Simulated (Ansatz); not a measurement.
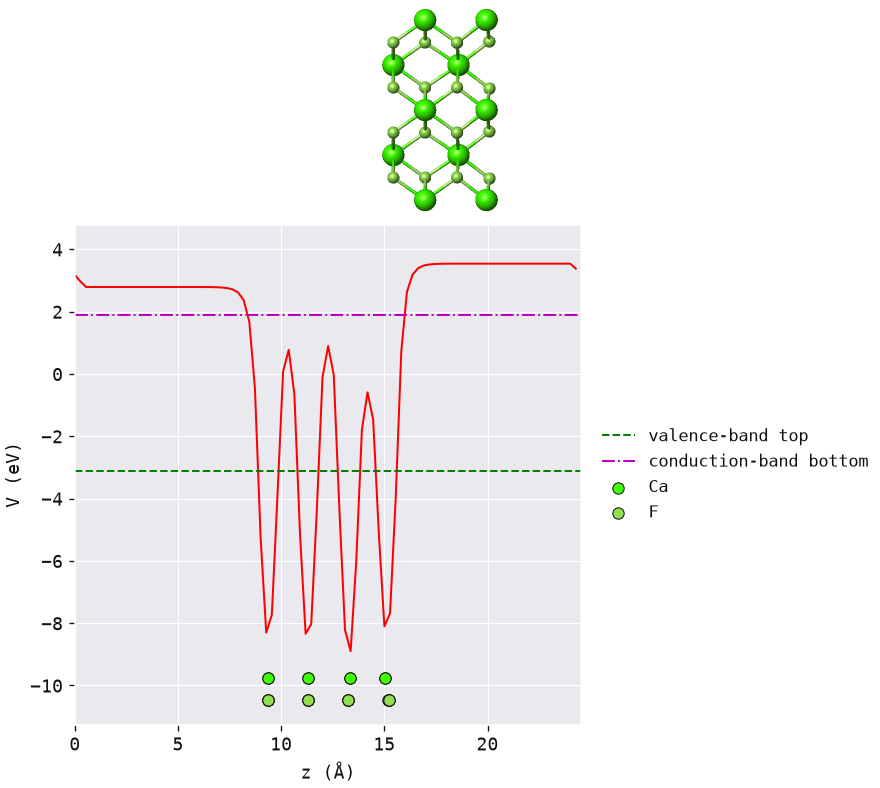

Plane-averaged electrostatic potential energy of an electron across the slab; circles at the bottom mark the heights of the atoms. The structure is drawn too.

Structure: a (110) slab cut from CaF$_{2}$ (Fm-3m), ended by CaF₂ planes, 24 atoms in the cell, the slab at its places in the relaxed adsorbed structure.

Computed with Ansatz: DFT PBE+D3(BJ), scalar-relativistic, plane waves, PAW, no spin polarisation, 2×3×1 k mesh, 420 eV cutoff, Gaussian smearing of 0.05 eV.

Q: What are the ionisation potential and the electron affinity of the slab?

A: From the vacuum level at the right face the ionisation potential is 6.66 eV and the electron affinity 1.66 eV; at the left face they are 5.91 and 0.91 eV. The slab's gap, their difference before rounding, is 5.00 eV.

Q: How thick are slab and vacuum?

A: The outermost atoms are 5.8 Å apart, which leaves 18.7 Å of vacuum in a cell 24.6 Å high.

Q: Do the two faces differ, and what does that say about the slab's dipole?

A: The vacuum level is 0.75 eV higher at the right than at the left, so the slab carries a dipole along its normal; the ramp in the vacuum, at or near the edge of the plot, is the dipole correction that keeps each side flat.

The atoms aren't at rest in this cell (largest force 1.3 eV/Å), so the relaxed material can differ.
